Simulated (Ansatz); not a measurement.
# Run report: TiO₂, geometry relaxation

TiO₂ (6 atoms in the cell), computed with DFT PBE, scalar-relativistic, plane waves, PAW, no spin polarisation (Ansatz 0.2.0).

The structure was made by swapping elements on the sites of another compound; it need not be a known phase. It belongs to a series of runs on one base structure; here: Sn -> Ti on all its sites, cell and atoms relaxed.

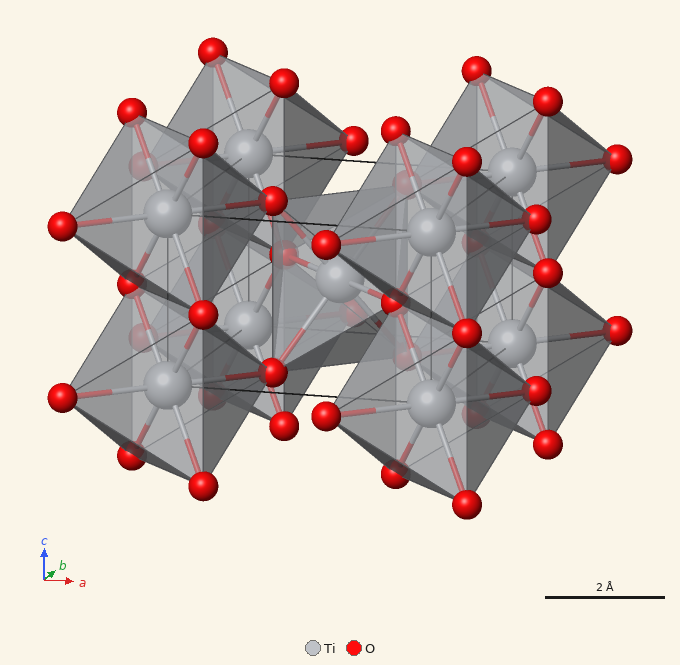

Figure 1. The structure as given in the input (polyhedral view of the cell of the calculation, seen slightly off an axis; polyhedra are completed across the faces of the cell).

**Input file**
```yaml
crystal:
  lattice:
    - [4.6427352123, 0.0, 0.0]
    - [0.0, 4.6428957854, 0.0]
    - [0.0, 0.0, 2.9640399799]
  atoms:
    - { symbol: Ti, position: [0.5, 0.5, 0.5] }
    - { symbol: Ti, position: [0.0, 0.0, 0.0] }
    - { symbol: O, position: [0.305066326, 0.3051034382, 0.0] }
    - { symbol: O, position: [0.805066326, 0.1948965618, 0.5] }
    - { symbol: O, position: [0.194933674, 0.8051034382, 0.5] }
    - { symbol: O, position: [0.694933674, 0.6948965618, 0.0] }
basis:
  ecutwfc: 420
kpoints:
  mp_grid: { grid: [6, 6, 10] }
hamiltonian:
  xc: pbe
scf:
  occupations: { method: gaussian, width: 0.02 }
output:
  forces: true
  stress: true
  eigenvalues: true
relax:
  adjacent_minimum: "off"
  f_tol: 0.01
  max_steps: 60
  cell: { stress_tol: 0.1 }
```

Run on 1 thread of AMD EPYC (Zen 3), 32 GiB of memory available, shared host.

Run as:
```bash
ansatz run input.yaml --threads 1 --pin off --max-ram 2560MiB --backend cpu --events-out ev --progress --plain --runs-dir out
```

**The program's output**
```
Engine: ansatz 0.2.0, x86_64-unknown-linux-gnu
Pseudopotentials: kind: paw
Pseudopotential: Ti, paw, valence charge 12, recommended cutoff 420 eV (normal), Ti.paw.azcp
Pseudopotential: O, paw, valence charge 6, recommended cutoff 420 eV (normal), O.paw.azcp
Functional definition: PBE
  parameter kappa = 0.804
  parameter beta = 0.06672455060314922
  exchange = pbe_x(kappa = kappa, mu = beta*pi^2/3)
  correlation = pbe_c(beta = beta)
Crystal: 6 atoms, lattice volume = 63.892 Å³
Basis set: ecut = 420 eV, 1241 PW (Γ), exchange–correlation on 64×64×40 points (8 copies of the dense FFT grid, shifted against one another)
Bands: 30, of which v1, the nominal top of the filled ones, is band 24 counted from 1 (23 counted from 0)
Symmetry: 8 space group operations
Space group: Pnnm (ITA 58), of the structure as read, at distance tolerance 4.0e-5 Å
k-points: 96 of 360
Non-local potential: Ti, projectors of the file, l = 0: 3, l = 1: 2, l = 2: 3, l = 3: 1
Non-local potential: O, projectors of the file, l = 0: 2, l = 1: 2, l = 2: 1
PAW form: soft (Blöchl's): semilocal exchange-correlation on the pseudo side does not see the compensation charge
PAW one-centre angular grid: Ti, 590 points (default); XC on 64 Gauss nodes
PAW one-centre angular grid: O, 110 points (default); XC on 64 Gauss nodes
Initial density: superposition of atomic densities (neutral atoms: chi_scale 0, normalization atom), corrected by the library's trained network
Initial wavefunctions: pseudopotential atomic-orbital guess
Functional: x = pbe(κ = 0.804, μ = 0.2195149727645171), c = pbe(β = 0.06672455060314922)
SCF iter   1: F=—  HF=-7277.304101 eV  |F-HF|=—  |Δ(HF+E_count)|=         —  Δρ=2.28e-3  dr2=2.19e-3  ethr=1.77e-3  ⟨swp⟩=5.6  Hψ=11753  notcnv=0
preconditioner: auto → Resta (q_TF=auto, 2.601 Å⁻¹)  ε∞=9.0  [insulator: Δε(μ)=1.835 eV  Ē_g=9.289 eV  σ=0.020 eV  W_gap=1.00  n_scr=18 (ndim 8)  ℏωp=26.3 eV  f_vac=0.021  D(μ)=0.00/eV (n_scr^D=0)  ε∞_Penn≈9.0]
SCF iter   2: F=—  HF=-7277.304791 eV  |F-HF|=—  |Δ(HF+E_count)|=   6.90e-4  Δρ=1.41e-3  dr2=7.12e-4  ethr=4.57e-6  ⟨swp⟩=2.6  Hψ=5835  notcnv=0  defer=151
SCF iter   3: F=—  HF=-7277.304974 eV  |F-HF|=—  |Δ(HF+E_count)|=   1.83e-4  Δρ=6.80e-4  dr2=1.49e-4  ethr=1.48e-6  ⟨swp⟩=2.0  Hψ=4300  notcnv=0  defer=151
SCF iter   4: F=—  HF=-7277.305149 eV  |F-HF|=—  |Δ(HF+E_count)|=   1.75e-4  Δρ=2.45e-4  dr2=2.53e-5  ethr=3.11e-7  ⟨swp⟩=2.7  Hψ=4617  notcnv=0  defer=151
SCF iter   5: F=—  HF=-7277.305204 eV  |F-HF|=—  |Δ(HF+E_count)|=   5.49e-5  Δρ=4.88e-5  dr2=1.52e-6  ethr=5.26e-8  ⟨swp⟩=2.0  Hψ=3898  notcnv=0  defer=151
SCF iter   6: F=-7277.305205 eV  HF=-7277.305205 eV  |F-HF|=3.05e-8  |Δ(HF+E_count)|=   7.75e-7  Δρ=8.27e-6  dr2=6.98e-8  ethr=2.08e-10  ⟨swp⟩=6.1  Hψ=13029  notcnv=0
SCF 1 converged in 6 iterations: F = -7277.305205 eV  dr2 = 6.98e-8
  greatest PAW one-centre occupation: 0.999 electrons in one spin orbital (limit 2), on the Ti atom at site 1 (counted from 0), in its partial waves of l = 0
relax step   1: F+E_penalty+E_count = -7277.30520519 eV  Δ(F+E_penalty+E_count) = +0.000e0 eV  max|allowed force component| = 3.382e-3 eV/Å  Δτ_max = 0.0000 Å  P = +0.023 GPa  Ω = 63.892 Å³  (6 SCF iters, dr2 threshold 1.00e-7 eV, accepted)
Initial density: handed on by an earlier stage of this run
Initial wavefunctions: pseudopotential atomic-orbital guess (no wavefunctions were taken with the density)
iter 1 solved again at ethr=1.09e-8 eV; its pass at ethr=3.10e-3 eV (dr2=5.21e-6 eV) is discarded
SCF iter   1: F=—  HF=-7277.305175 eV  |F-HF|=—  |Δ(HF+E_count)|=         —  Δρ=8.43e-6  dr2=7.27e-8  ethr=1.09e-8  ⟨swp⟩=3.1  Hψ=19547  notcnv=0
preconditioner: auto → Resta (q_TF=auto, 2.601 Å⁻¹)  ε∞=9.0  [insulator: Δε(μ)=1.858 eV  Ē_g=9.305 eV  σ=0.020 eV  W_gap=1.00  n_scr=18 (ndim 8)  ℏωp=26.3 eV  f_vac=0.024  D(μ)=0.00/eV (n_scr^D=0)  ε∞_Penn≈9.0]
SCF iter   2: F=—  HF=-7277.305205 eV  |F-HF|=—  |Δ(HF+E_count)|=   3.05e-5  Δρ=6.21e-6  dr2=3.63e-8  ethr=1.52e-10  ⟨swp⟩=2.0  Hψ=5183  notcnv=0
SCF iter   3: F=—  HF=-7277.305205 eV  |F-HF|=—  |Δ(HF+E_count)|=   2.89e-8  Δρ=6.64e-6  dr2=2.76e-8  ethr=7.55e-11  ⟨swp⟩=2.0  Hψ=4416  notcnv=0
SCF iter   4: F=—  HF=-7277.305205 eV  |F-HF|=—  |Δ(HF+E_count)|=   1.24e-9  Δρ=1.98e-6  dr2=1.31e-9  ethr=5.75e-11  ⟨swp⟩=2.1  Hψ=3789  notcnv=0
SCF iter   5: F=-7277.305205 eV  HF=-7277.305205 eV  |F-HF|=7.73e-11  |Δ(HF+E_count)|=  3.74e-10  Δρ=9.65e-7  dr2=1.97e-10  ethr=1.00e-12  ⟨swp⟩=2.2  Hψ=11302  notcnv=0
SCF 2 converged in 5 iterations: F = -7277.305205 eV  dr2 = 1.97e-10
  greatest PAW one-centre occupation: 0.999 electrons in one spin orbital (limit 2), on the Ti atom at site 0 (counted from 0), in its partial waves of l = 0
relax step   2: F+E_penalty+E_count = -7277.30520521 eV  Δ(F+E_penalty+E_count) = -1.474e-8 eV  max|allowed force component| = 3.322e-3 eV/Å  Δτ_max = 0.0000 Å  P = +0.023 GPa  Ω = 63.892 Å³  stress off target by 3.81e-2 GPa  SCF on the basis re-selected at this cell (its energy is not comparable with the rows above)  (5 SCF iters)
```

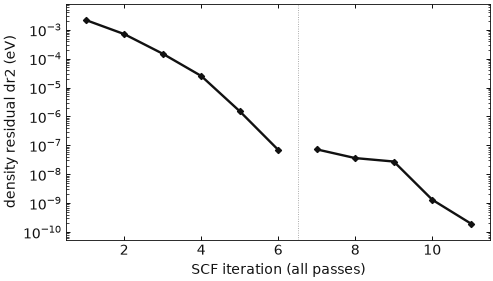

Figure 2. Convergence of the self-consistent field: density residual dr2 against the SCF iteration. The dotted lines part the SCF passes of the relaxation: geometry steps, rejected trials and re-solves on a re-selected basis. The passes take 6 and 5 iterations.

```
basis re-selected at this cell: Δ(F+E_penalty+E_count) = -1.474e-8 eV, ΔP = +0.000 GPa vs the last step (what re-selecting the basis moved, of the pressure what is left beyond the Pulay correction that the steps carried, after the strain that the cell walked since its last selection, with what the two solves' SCF thresholds leave and, on support functions, any second-order correction that the steps lacked; it is no measure of the basis error at this ecutwfc). This SCF's stress stands 3.81e-2 GPa from its target on what of the cell is left free (relax.cell.stress_tol is 1.00e-1 GPa) and its largest allowed force component is 3.32e-3 eV/Å (relax.f_tol is 1.00e-2 eV/Å): within both
SCF converged after 5 iterations
Free energy (F): -7277.305205 eV
Harris-Foulkes:  -7277.305205 eV  (|F-HF|=7.73e-11)
Internal energy: -7277.305205 eV  (E = F + TS)
E sigma→0 (E₀):  -7277.305205 eV
Fermi energy:    9.694023 eV
--- Per-component energies (eV) ---
  E_band       = -406.763914
  E_kinetic    = 1244.047718
  E_local      = -3129.883098  (includes V_loc(G=0)·N_el)
  E_nonlocal   = 196.260750
  E_hartree    = 1190.479114
  E_xc         = -492.103143
  E_vxc        = -623.176623  (∫ρ·V_xc dr)
  E_paw        = -2721.454332  (= ΣΔE_a)
  E_vpaw       = -474.980990  (= ΣTr[D̂ρ^β])
  E_aug_tail   = 0.010242  (compensation charges beyond the density's cutoff)
  E_ewald      = -3564.662456
  E_smearing   = -0.000000  (= −TS)
  E_closure    = -0.000000  (closes the sum)
  Σ components = -7277.305205   (vs F -7277.305205, Δ=0.00e0)
--- Forces (eV/Å), atoms counted from 1 ---
  atom   1  Ti     0.00000000     0.00000000     0.00000000
  atom   2  Ti    -0.00000000     0.00000000     0.00000000
  atom   3  O      0.00332166     0.00317557     0.00000000
  atom   4  O      0.00332166    -0.00317557     0.00000000
  atom   5  O     -0.00332166     0.00317557     0.00000000
  atom   6  O     -0.00332166    -0.00317557     0.00000000
  max |Σ_I F_I| component: 3.47e-18 eV/Å
--- Stress (GPa, compression-positive) ---
        0.038088       0.000000       0.000000
        0.000000       0.037647       0.000000
        0.000000       0.000000      -0.005279
  P = ⅓ Tr σ = 0.0235 GPa (0.235 kbar)
--- Band table (eV; the first three rows and the last of 96) ---
  k-point 0: bands = ["-48.1354", "-48.1206", "-24.4332", "-24.4332", "-24.2820", "-24.2820", "-24.2406", "-24.2102", "-9.3121", "-8.1818", "-7.4944", "-7.4944", "3.1242", "3.5593", "4.0279", "5.0587", "5.0587", "6.2601", "6.2606", "6.8805", "8.1026", "8.3369", "8.3370", "8.7651", "10.6230", "10.9069", "11.1752", "11.2519", "11.2520", "13.0055"]
  k-point 1: bands = ["-48.1314", "-48.1172", "-24.4225", "-24.4225", "-24.2825", "-24.2799", "-24.2799", "-24.2541", "-9.2102", "-8.1236", "-7.5415", "-7.5415", "3.2689", "3.6687", "4.1415", "4.9319", "4.9320", "6.4761", "6.4765", "6.5743", "7.6833", "8.1400", "8.1401", "8.7275", "10.8714", "11.0043", "11.1032", "11.3764", "11.3765", "13.1588"]
  k-point 2: bands = ["-48.1205", "-48.1085", "-24.3938", "-24.3938", "-24.3904", "-24.3675", "-24.2753", "-24.2753", "-8.9318", "-7.9799", "-7.6643", "-7.6643", "3.6635", "3.9576", "4.4765", "4.7798", "4.7800", "5.8908", "6.8156", "6.8615", "6.8618", "7.6368", "7.6370", "8.5460", "10.9820", "11.1913", "11.3379", "11.6785", "11.6786", "12.9324"]
  k-point 95: bands = ["-48.0888", "-48.0888", "-24.6585", "-24.6585", "-24.2989", "-24.2989", "-24.2850", "-24.2850", "-8.0684", "-8.0684", "-7.7845", "-7.7845", "4.2031", "4.2031", "4.3051", "4.3051", "5.3296", "5.3296", "6.0585", "6.0585", "7.5552", "7.5552", "8.0987", "8.0987", "11.3206", "11.3206", "11.9330", "11.9330", "11.9685", "11.9685"]
--- Relaxed structure (1 steps of the walk, 1 accepted, 1 SCFs on fresh bases) ---
  F+E_penalty+E_count = -7277.30520521 eV   max|allowed force component| = 3.322e-3 eV/Å   (the final SCF, on the basis selected at the relaxed cell)
  cell:  # Å, volume = 63.8921 Å³
    - [4.6427352123, 0.0, 0.0]
    - [0.0, 4.6428957854, 0.0]
    - [0.0, 0.0, 2.9640399799]
  atoms:
    - { symbol: Ti, position: [0.5, 0.5, 0.49999999999999994] }
    - { symbol: Ti, position: [0.0, 0.0, 0.0] }
    - { symbol: O, position: [0.305066326, 0.3051034382, 0.0] }
    - { symbol: O, position: [0.805066326, 0.1948965618, 0.49999999999999994] }
    - { symbol: O, position: [0.194933674, 0.8051034382, 0.49999999999999994] }
    - { symbol: O, position: [0.6949336740000001, 0.6948965617999999, 0.0] }
```

**Trajectory as extended XYZ (Å, eV, eV/Å), 2 frames, from step=1 to step=2**
```
6
Lattice="4.6427 0.0000 0.0000 0.0000 4.6429 0.0000 0.0000 0.0000 2.9640" Properties=species:S:1:pos:R:3:forces:R:3 step=1 energy=-7277.30520 pressure_GPa=0.02
Ti    2.3214    2.3214    1.4820    0.0000   0.0000   0.0000
Ti    0.0000    0.0000    0.0000    0.0000   0.0000   0.0000
O     1.4163    1.4166    0.0000    0.0034   0.0032   0.0000
O     3.7377    0.9049    1.4820    0.0034  -0.0032   0.0000
O     0.9050    3.7380    1.4820   -0.0034   0.0032   0.0000
O     3.2264    3.2263    0.0000   -0.0034  -0.0032   0.0000
6
Lattice="4.6427 0.0000 0.0000 0.0000 4.6429 0.0000 0.0000 0.0000 2.9640" Properties=species:S:1:pos:R:3:forces:R:3 step=2 energy=-7277.30520 pressure_GPa=0.02
Ti    2.3214    2.3214    1.4820    0.0000   0.0000   0.0000
Ti    0.0000    0.0000    0.0000    0.0000   0.0000   0.0000
O     1.4163    1.4166    0.0000    0.0033   0.0032   0.0000
O     3.7377    0.9049    1.4820    0.0033  -0.0032   0.0000
O     0.9050    3.7380    1.4820   -0.0033   0.0032   0.0000
O     3.2264    3.2263    0.0000   -0.0033  -0.0032   0.0000
```

**Key numbers**

| quantity | value |
| --- | --- |
| outcome | converged |
| space group (tolerance 0.01 Å) | P4₂/mnm (136) |
| electrons treated | 48 |
| free energy | −7277.3052 eV |
| Fermi energy | 9.694 eV |
| gap on the k-point mesh | 1.86 eV |
| pressure | 0.02 GPa |
| final volume | 63.89 Å³ |
| largest force (length of the vector) at the end | 0.005 eV/Å |
| final cell | a = 4.643 Å, b = 4.643 Å, c = 2.964 Å, α = 90.00°, β = 90.00°, γ = 90.00° |
| wall time | 15 s |
| peak memory | 0.49 GiB |
